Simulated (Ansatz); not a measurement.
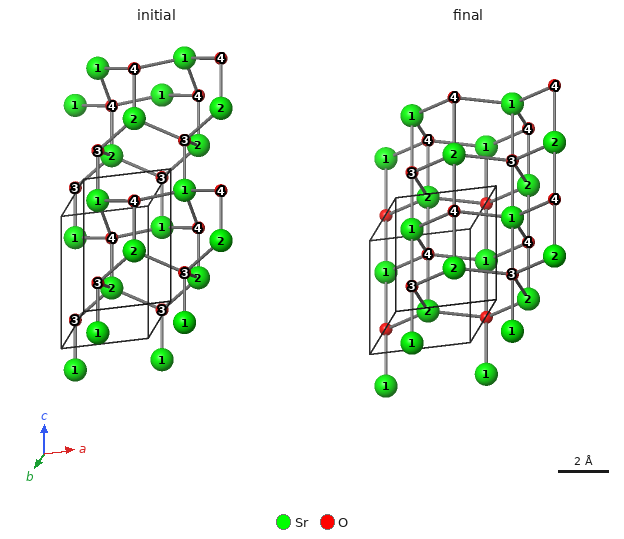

The structure of a crystal of SrO (built on the BeO-186 type type) before (left) and after (right) a relaxation, at one scale.

A ball-and-stick model of the cell of the calculation, repeated 2 × 2 × 2 with one cell outlined, seen from a free direction.

All numbers below come from Ansatz 0.2.0, DFT, PBEsol, plane waves, PAW. Settings: plane-wave cutoff 420 eV; k-point mesh 6 × 6 × 4; occupations fermi dirac; smearing width 0.03 eV; no spin polarisation; cell and atoms relaxed; force threshold 0.01 eV/Å; at most 120 steps.

> Describe what moved and what it gained.

The largest moves relative to the cell, 0.31 Å, are those of Sr1, Sr2, O3 and O4. Sr1 goes along −c. Largest moves by element: Sr 0.31 Å, O 0.31 Å. Cell: a = b 3.661 → 4.235 Å (+15.7 %), c 5.946 → 5.110 Å (−14.1 %). Volume +15.0 %. Among the contacts that change: Sr1–O3 3.703 → 2.555 Å, Sr1–O3 (another image) 2.243 → 2.555 Å, Sr1–O4 2.236 → 2.445 Å, Sr1–Sr2 3.647 → 3.536 Å. New bonds form: Sr1–O3 (3.70 → 2.55 Å), Sr2–O4 (3.70 → 2.55 Å). Among the angles between lasting bonds that change: O3–Sr1–O4 109.1° → 90.0°, Sr1–O3–Sr2 109.1° → 90.0°, Sr2–O3–Sr2 109.9° → 120.0°. The space group (tolerance 0.01 Å) goes from P6_3mc (No. 186) to P6_3/mmc (No. 194). The energy falls by 298 meV per atom in 13 accepted moves (16 points after the start). The largest force component goes from 0.12 to under 0.0001 eV/Å. The pressure goes from 21.34 to 0.00 GPa. At 3 points the geometry stayed and the basis and grid were re-selected for the new cell (energy shift of 35.3 meV per atom at most each time).
